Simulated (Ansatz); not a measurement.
ZnO: single-point calculation

The run: single-point calculation of ZnO (P6₃mc, 4 atoms in the cell). Method and program: DFT, LDA, plane waves, PAW, no spin polarisation (Ansatz 0.2.0).

The structure derives from an entry of the Crystallography Open Database. Some settings of this run were made unusual or wrong on purpose. Figures and captions count atoms from 1; the log counts them from 0 in places.

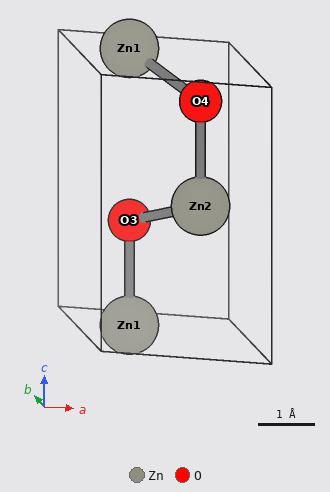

**Figure 1.** The structure (ball-and-stick view of the cell of the calculation, seen slightly off an axis; atoms are numbered from 1 in the order of the input). Near neighbours in the crystal (not all of them lie inside the picture): Zn has 4 O at 1.94 to 1.95 Å; O has 4 Zn at 1.94 to 1.95 Å.

## Input file
```yaml
crystal:
  lattice:
    - [3.1872337797, 0.0, 0.0]
    - [-1.5936168898, 2.760225421, 0.0]
    - [0.0, 0.0, 5.1520568525]
  atoms:
    - { symbol: Zn, position: [0.3333333333, 0.6666666667, 0.0018162165] }
    - { symbol: Zn, position: [0.6666666667, 0.3333333333, 0.5018162165] }
    - { symbol: O, position: [0.3333333333, 0.6666666667, 0.3802837835] }
    - { symbol: O, position: [0.6666666667, 0.3333333333, 0.8802837835] }
basis:
  ecutwfc: 420
  ecutrho_ratio: 1
kpoints:
  mp_grid: { grid: [12, 12, 6] }
hamiltonian:
  xc: lda
scf:
  occupations: { method: gaussian, width: 0.02 }
  max_iter: 80
output:
  forces: true
  eigenvalues: true
  stress: true
```

Run on 1 thread of Arm Neoverse V1, 24 GiB of memory available, shared host.

Launched with:
```bash
ansatz run input.yaml --threads 1 --pin off --max-ram 2560MiB --backend cpu --events-out ev --progress --plain --runs-dir out
```

## The program's output
```
Warning: basis.ecutrho_ratio = 1 (ecutrho = 420 eV) is below the records' recommended 1680 eV
settings of this run that can trade accuracy for cost: basis.ecutrho_ratio < 4. Do not mix this run's numbers with those of runs without the same settings; the input reference describes each key
Engine: ansatz 0.2.0, aarch64-unknown-linux-gnu
Pseudopotentials: kind: paw
Pseudopotential: Zn, paw, valence charge 12, recommended cutoff 420 eV (normal), Zn.paw.azcp
Pseudopotential: O, paw, valence charge 6, recommended cutoff 420 eV (normal), O.paw.azcp
Functional definition: SPW92
  exchange = slater_x
  correlation = pw_c
Crystal: 4 atoms, lattice volume = 45.325 Å³
Basis set: ecut = 420 eV, 881 PW (Γ)
Bands: 22, of which v1, the nominal top of the filled ones, is band 18 counted from 1 (17 counted from 0)
Symmetry: 12 space group operations
Space group: P63mc (ITA 186), of the structure as read, at distance tolerance 3.6e-5 Å
k-points: 76 of 864 (time reversal used)
Non-local potential: Zn, projectors of the file, l = 0: 2, l = 1: 2, l = 2: 3, l = 3: 1
Non-local potential: O, projectors of the file, l = 0: 2, l = 1: 2, l = 2: 1
PAW form: soft (Blöchl's): semilocal exchange-correlation on the pseudo side does not see the compensation charge
PAW frozen core: Zn, regenerated for the run's functional, and the local potential with it (the file was generated under x = pbe(κ = 0.804, μ = 0.2195149727645171), c = pbe(β = 0.06672455060314922))
PAW frozen core: O, regenerated for the run's functional, and the local potential with it (the file was generated under x = pbe(κ = 0.804, μ = 0.2195149727645171), c = pbe(β = 0.06672455060314922))
PAW one-centre angular grid: Zn, 590 points (default); XC on 64 Gauss nodes
PAW one-centre angular grid: O, 110 points (default); XC on 64 Gauss nodes
Initial density: superposition of atomic densities (neutral atoms: chi_scale 0, normalization atom), corrected by the library's trained network
Initial wavefunctions: pseudopotential atomic-orbital guess
Functional: x = slater, c = lda
SCF iter   1: F=—  HF=-7607.189548 eV  |F-HF|=—  |Δ(HF+E_count)|=         —  Δρ=1.39e-2  dr2=8.61e-2  ethr=1.77e-3  ⟨swp⟩=6.0  Hψ=7388  notcnv=0
preconditioner: auto → Resta (q_TF=auto, 2.626 Å⁻¹)  ε∞=7.5  [insulator: Δε(μ)=0.798 eV  Ē_g=13.006 eV  σ=0.020 eV  W_gap=1.00  n_scr=22 (ndim 8)  ℏωp=33.1 eV  f_vac=0.213  D(μ)=0.00/eV (n_scr^D=0)  ε∞_Penn≈7.5  vacuum switching on, ρ_ref=1.2e-2 e/Å³]
SCF iter   2: F=—  HF=-7607.168596 eV  |F-HF|=—  |Δ(HF+E_count)|=   2.10e-2  Δρ=3.71e-3  dr2=2.01e-3  ethr=2.39e-4  ⟨swp⟩=2.3  Hψ=3176  notcnv=0
SCF iter   3: F=—  HF=-7607.167965 eV  |F-HF|=—  |Δ(HF+E_count)|=   6.31e-4  Δρ=1.76e-3  dr2=8.36e-4  ethr=5.58e-6  ⟨swp⟩=2.0  Hψ=3169  notcnv=0
SCF iter   4: F=—  HF=-7607.167778 eV  |F-HF|=—  |Δ(HF+E_count)|=   1.86e-4  Δρ=7.83e-4  dr2=1.20e-4  ethr=2.32e-6  ⟨swp⟩=2.0  Hψ=3114  notcnv=0
SCF iter   5: F=—  HF=-7607.167712 eV  |F-HF|=—  |Δ(HF+E_count)|=   6.64e-5  Δρ=1.13e-4  dr2=1.55e-6  ethr=3.33e-7  ⟨swp⟩=2.0  Hψ=2888  notcnv=0
SCF iter   6: F=—  HF=-7607.167716 eV  |F-HF|=—  |Δ(HF+E_count)|=   3.71e-6  Δρ=8.67e-6  dr2=2.21e-8  ethr=2.78e-10  ⟨swp⟩=2.9  Hψ=7259  notcnv=0
SCF iter   7: F=-7607.167716 eV  HF=-7607.167716 eV  |F-HF|=1.98e-9  |Δ(HF+E_count)|=   4.74e-9  Δρ=2.49e-6  dr2=1.13e-9  ethr=6.14e-11  ⟨swp⟩=2.3  Hψ=6008  notcnv=0
SCF 1 converged in 7 iterations: F = -7607.167716 eV  dr2 = 1.13e-9
  greatest PAW one-centre occupation: 0.988 electrons in one spin orbital (limit 2), on the Zn atom at site 0 (counted from 0), in its partial waves of l = 2
```

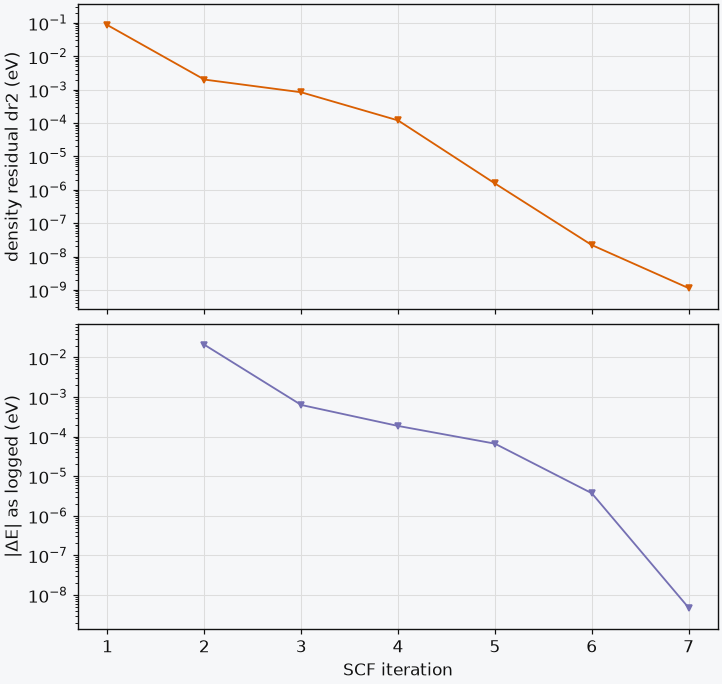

**Figure 2.** Convergence of the self-consistent field: density residual dr2 and size of the energy change against the SCF iteration. The residual falls at every step.

```
SCF converged after 7 iterations
Free energy (F): -7607.167716 eV
Harris-Foulkes:  -7607.167716 eV  (|F-HF|=1.98e-9)
Internal energy: -7607.167716 eV  (E = F + TS)
E sigma→0 (E₀):  -7607.167716 eV
Fermi energy:    7.928108 eV
--- Per-component energies (eV) ---
  E_band       = 67.122569
  E_kinetic    = 611.508103
  E_local      = -3931.165148  (includes V_loc(G=0)·N_el)
  E_nonlocal   = 1347.122393
  E_hartree    = 1611.530195
  E_xc         = -414.274842
  E_vxc        = -291.363209  (∫ρ·V_xc dr)
  E_paw        = -3816.278552  (= ΣΔE_a)
  E_vpaw       = -884.684438  (= ΣTr[D̂ρ^β])
  E_aug_tail   = -7.356421  (compensation charges beyond the density's cutoff)
  E_ewald      = -3011.561569
  E_core_change = 3.308126  (= ΣΔE_core)
  E_smearing   = -0.000000  (= −TS)
  E_closure    = 0.000000  (closes the sum)
  Σ components = -7607.167716   (vs F -7607.167716, Δ=0.00e0)
--- Forces (eV/Å), atoms counted from 1 ---
  atom   1  Zn     0.00000000    -0.00000000     0.26829705
  atom   2  Zn    -0.00000000     0.00000000     0.26829705
  atom   3  O      0.00000000     0.00000000    -0.26882990
  atom   4  O      0.00000000    -0.00000000    -0.26882990
  max |Σ_I F_I| component: 1.07e-3 eV/Å
--- Stress (GPa, compression-positive) ---
       30.323256       0.000000       0.000000
       -0.000000      30.323256      -0.000000
        0.000000      -0.000000      32.157735
  P = ⅓ Tr σ = 30.9347 GPa (309.347 kbar)
--- Band table (eV; the first three rows and the last of 76) ---
  k-point 0: bands = ["-10.6334", "-9.7883", "1.4075", "1.4075", "1.4399", "1.4484", "1.6145", "1.6145", "2.6776", "2.6776", "2.9104", "2.9104", "3.2240", "6.6238", "6.6238", "7.3942", "7.4756", "7.4756", "8.3803", "12.8644", "15.7393", "20.5372"]
  k-point 1: bands = ["-10.5803", "-9.8486", "1.3270", "1.3938", "1.4148", "1.4148", "1.5930", "1.5930", "2.6989", "2.6989", "2.9014", "2.9014", "3.5510", "6.6808", "6.6808", "6.8386", "7.4198", "7.4198", "9.0148", "12.6173", "15.9570", "20.5398"]
  k-point 2: bands = ["-10.4329", "-10.0106", "1.1846", "1.2704", "1.4392", "1.4392", "1.5413", "1.5413", "2.7532", "2.7532", "2.8711", "2.8711", "4.2859", "6.0108", "6.8388", "6.8388", "7.2652", "7.2652", "10.0250", "11.9633", "16.5836", "19.0249"]
  k-point 75: bands = ["-9.6183", "-9.6183", "1.3765", "1.3765", "1.6046", "1.6046", "2.2332", "2.2332", "2.6767", "2.6767", "3.2834", "3.2834", "3.5494", "3.5494", "4.5892", "4.5892", "6.1327", "6.1327", "15.4465", "15.4465", "15.6396", "15.6396"]
settings of this run that can trade accuracy for cost: basis.ecutrho_ratio < 4. Do not mix this run's numbers with those of runs without the same settings; the input reference describes each key
```

## Outcome

| quantity | value |
| --- | --- |
| outcome | converged |
| space group (tolerance 0.01 Å) | P6₃mc (186) |
| electrons treated | 36 |
| free energy | −7607.1677 eV |
| Fermi energy | 7.928 eV |
| gap on the k-point mesh | 0.90 eV |
| pressure | 30.93 GPa |
| largest force (length of the vector) | 0.269 eV/Å |
| wall time | 7.8 s |
| peak memory | 0.34 GiB |

## What went wrong

The input was spoiled on purpose: a density cutoff under the waves' (`basis.ecutrho_ratio`). The density grid cannot represent the products of the waves. The program still converged, but the numbers can't be taken as results for the intended system. Warnings of the run: the cutoff is below the recommended one.
